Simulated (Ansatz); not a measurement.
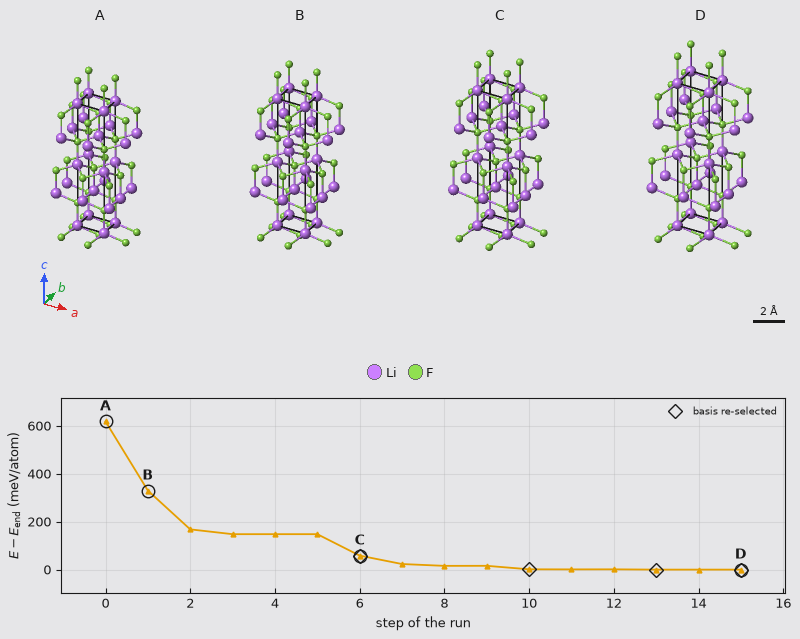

Frames of a relaxation of a crystal of LiF (built on the 4H polytype type), marked on the history of the run. A ball-and-stick model of the cell of the calculation, seen slightly off an axis.

Method: DFT, PBEsol, plane waves, PAW (Ansatz). Settings: plane-wave cutoff 420 eV; k-point mesh 9 × 9 × 4; occupations fermi dirac; smearing width 0.03 eV; no spin polarisation; cell and atoms relaxed; force threshold 0.01 eV/Å; at most 120 steps.

### What happens along the run?

After 11 accepted moves (15 points after the start) the energy has fallen by 618 meV per atom. The largest force component goes from 0.088 to 0.0004 eV/Å. The pressure goes from 77.58 to 0.01 GPa. At 4 points the geometry stayed and the basis and grid were re-selected for the new cell (energy shift of 89.4 meV per atom at most each time). The largest moves relative to the cell, 0.018 Å, are those of Li atoms. By element the largest moves are Li 0.018 Å, F 0.015 Å. Cell: a = b 2.580 → 3.066 Å (+18.8 %), c 8.427 → 9.836 Å (+16.7 %). Volume +64.8 %. Among the contacts that change: F–Li 1.580 → 1.877 Å. The space group stays P6_3mc (No. 186). The run took 26 s on 4 threads of Arm Neoverse V1, with other jobs on the host, peak memory 0.38 GiB. From step 0 to 1: volume +13.1 %, energy −288 meV per atom. From step 1 to 6: volume +22.5 %, energy −271 meV per atom. From step 6 to 15: volume +19.0 %, energy −58.5 meV per atom.
